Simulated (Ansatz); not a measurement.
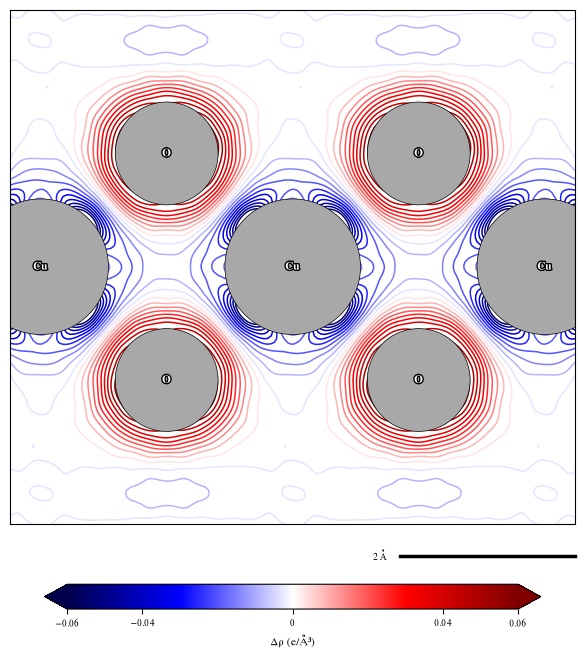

CuO. Difference of the valence pseudo-densities of two functionals at the same geometry, on the (100) plane of the calculation cell: one of LDA and r2SCAN less the other.

Both computed with Ansatz (plane waves, PAW), on the same k-point mesh. Grey discs cover the atomic cores.

Which was subtracted from which, and what does the map show?

Answer. It is r2SCAN less LDA. Against LDA, r2SCAN gives less density around Cu (−0.016 e/Å³ on average at 1.0 Å from the nucleus), more density around O (+0.032 e/Å³ on average at 0.7 Å from the nucleus), less density in the space between the atoms (−0.002 e/Å³ on average) and a change of −0.019 e/Å³ at the midpoint of Cu–O.
